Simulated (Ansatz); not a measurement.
MgO: geometry relaxation (part 4 of 4)

The same run, continued: MgO (slab, 24 atoms in the cell); DFT PBE+D3(BJ), scalar-relativistic, plane waves, PAW, no spin polarisation (Ansatz 0.2.0); cutoff 420 eV, 3×3×1 k-mesh, Gaussian smearing of 0.05 eV. The structure derives from an entry of the Crystallography Open Database. The input holds or restrains some coordinates. Forces given for the steps count only the free coordinates. It belongs to a series of runs on one base structure; here: clean slab, lower planes held.

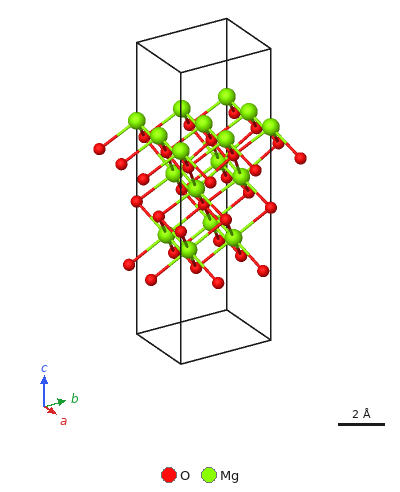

*The geometry at step 5 of the log (ball-and-stick view of the cell of the calculation, with the vacuum cut short, seen slightly off an axis; bonded neighbours outside the cell are drawn too).*

### The input
```yaml
crystal:
  lattice:
    - [5.9506164682, 0.0, 0.0]
    - [-2.9753082341, 5.1533850297, 0.0]
    - [0.0, 0.0, 22.0733225009]
  atoms:
    - { symbol: O, position: [0.1666666667, 0.3333333333, 0.3624284473] }
    - { symbol: O, position: [0.1666666667, 0.8333333333, 0.3624284473] }
    - { symbol: O, position: [0.6666666667, 0.3333333333, 0.3624284473] }
    - { symbol: O, position: [0.6666666667, 0.8333333333, 0.3624284473] }
    - { symbol: Mg, position: [0.3333333333, 0.1666666667, 0.4174570684] }
    - { symbol: Mg, position: [0.3333333333, 0.6666666667, 0.4174570684] }
    - { symbol: Mg, position: [0.8333333333, 0.1666666667, 0.4174570684] }
    - { symbol: Mg, position: [0.8333333333, 0.6666666667, 0.4174570684] }
    - { symbol: O, position: [0.5, 0.5, 0.4724856895] }
    - { symbol: O, position: [0.5, 0.0, 0.4724856895] }
    - { symbol: O, position: [0.0, 0.5, 0.4724856895] }
    - { symbol: O, position: [0.0, 0.0, 0.4724856895] }
    - { symbol: Mg, position: [0.6666666667, 0.3333333333, 0.5275143105] }
    - { symbol: Mg, position: [0.6666666667, 0.8333333333, 0.5275143105] }
    - { symbol: Mg, position: [0.1666666667, 0.3333333333, 0.5275143105] }
    - { symbol: Mg, position: [0.1666666667, 0.8333333333, 0.5275143105] }
    - { symbol: O, position: [0.8333333333, 0.6666666667, 0.5825429316] }
    - { symbol: O, position: [0.8333333333, 0.1666666667, 0.5825429316] }
    - { symbol: O, position: [0.3333333333, 0.6666666667, 0.5825429316] }
    - { symbol: O, position: [0.3333333333, 0.1666666667, 0.5825429316] }
    - { symbol: Mg, position: [0.0, 0.5, 0.6375715527] }
    - { symbol: Mg, position: [0.0, 0.0, 0.6375715527] }
    - { symbol: Mg, position: [0.5, 0.5, 0.6375715527] }
    - { symbol: Mg, position: [0.5, 0.0, 0.6375715527] }
basis:
  ecutwfc: 420
kpoints:
  mp_grid: { grid: [3, 3, 1] }
hamiltonian:
  xc: pbe
  dispersion: d3bj
scf:
  occupations: { method: gaussian, width: 0.05 }
output:
  forces: true
  eigenvalues: true
  write_density: true
  write_potential: true
  elf: true
  volumetric_format: npy
relax:
  adjacent_minimum: "off"
  f_tol: 0.03
  max_steps: 70
  constraints: [{ sites: [0, 1, 2, 3, 4, 5, 6, 7, 8, 9, 10, 11] }]
efield:
  axis: 3
  dipole_correction: true
  ramp_width: 0.04
```

Launched with:
```bash
ansatz run input.yaml --threads 4 --pin off --max-ram 12288MiB --backend cpu --events-out ev --progress --plain --runs-dir out
```

### Results in brief

| quantity | value |
| --- | --- |
| outcome | converged under the restraints of the input |
| electrons treated | 192 |
| free energy | −29912.9522 eV |
| work function, top face | 4.58 eV |
| work function, bottom face | 10.07 eV |
| Fermi energy | −1.421 eV |
| gap on the k-point mesh | none (metallic) |
| final volume | 676.90 Å³ |
| work function (upper face) | 4.58 eV |
| largest force (length of the vector) at the end, held atoms and coordinates included | 2.739 eV/Å |
| hardware | 4 threads of Intel Xeon (Sapphire Rapids), 16 GiB of memory available, shared host |
| wall time | 31 s (CPU time 2 min) |
| peak memory | 1.3 GiB |

### Notes

The program warns: the exchange-correlation potential is rough where the density is thin.
